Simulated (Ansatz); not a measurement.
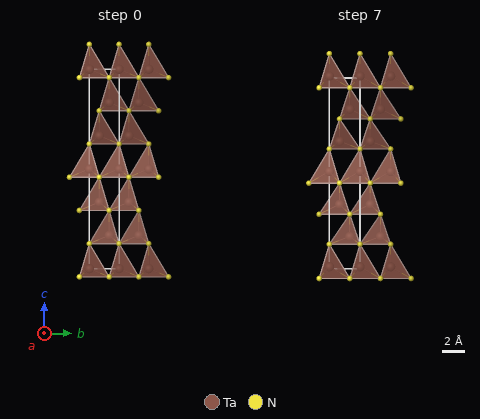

The structure of solid TaN (a generated structure, set up in P6_3mc) before (left) and after (right) a relaxation, at one scale.

A polyhedral model of the cell of the calculation, repeated 1 × 2 × 1 with one cell outlined, seen along the a axis.

Case: stacking ABCACB.

All numbers below come from Ansatz, DFT PBE, scalar-relativistic, plane waves, PAW.

Input file:
```yaml
crystal:
  lattice:
    - [3.1522049234, 0.0, 0.0]
    - [-1.5761024617, 2.7298895416, 0.0]
    - [0.0, 0.0, 18.3128992857]
  atoms:
    - { symbol: Ta, position: [0.0, 0.0, 0.0] }
    - { symbol: "N", position: [0.0, 0.0, 0.125] }
    - { symbol: Ta, position: [0.3333333333, 0.6666666667, 0.1666666667] }
    - { symbol: "N", position: [0.3333333333, 0.6666666667, 0.2916666667] }
    - { symbol: Ta, position: [0.6666666667, 0.3333333333, 0.3333333333] }
    - { symbol: "N", position: [0.6666666667, 0.3333333333, 0.4583333333] }
    - { symbol: Ta, position: [0.0, 0.0, 0.5] }
    - { symbol: "N", position: [0.0, 0.0, 0.625] }
    - { symbol: Ta, position: [0.6666666667, 0.3333333333, 0.6666666667] }
    - { symbol: "N", position: [0.6666666667, 0.3333333333, 0.7916666667] }
    - { symbol: Ta, position: [0.3333333333, 0.6666666667, 0.8333333333] }
    - { symbol: "N", position: [0.3333333333, 0.6666666667, 0.9583333333] }
basis:
  ecutwfc: 420
kpoints:
  mp_grid: { grid: [18, 18, 3] }
hamiltonian:
  xc: pbe
scf:
  occupations: { method: gaussian, width: 0.1 }
output:
  forces: true
  stress: true
  eigenvalues: true
  populations: true
relax:
  adjacent_minimum: "off"
  f_tol: 0.01
  max_steps: 45
  cell: { stress_tol: 0.05 }
```

Run as
```bash
ansatz run input.yaml --threads 1 --pin off --max-ram 2560MiB --backend cpu --events-out ev --progress --plain --runs-dir out
```

Q: Describe what moved and what it gained.

A: The run was cut off at its time limit before the relaxation converged, so the last structure is only a point on the way. The largest moves relative to the cell, 0.18 Å, are those of N6 and N12. N12 goes along −c. Largest moves by element: N 0.18 Å, Ta 0.17 Å. The volume changes by +1.8 %, with a = b 3.152 → 3.252 Å (+3.2 %), c 18.313 → 17.517 Å (−4.3 %). Some distances before and after: Ta11–N12 2.289 → 1.956 Å, Ta3–N4 2.289 → 2.044 Å, Ta1–N2 2.289 → 2.058 Å, Ta1–Ta3 3.554 → 3.350 Å. Among the angles between lasting bonds that change: Ta1–N12–Ta1 106.0° → 97.3°, N12–Ta1–N12 106.0° → 97.3°, N2–Ta1–N12 112.7° → 119.9°. The space group stays P6_3mc (No. 186). Over 7 geometry steps the energy falls by 224 meV per atom. Largest force component: 3.4 eV/Å at the start, 0.051 eV/Å at the end. The pressure goes from 13.91 to 0.02 GPa.
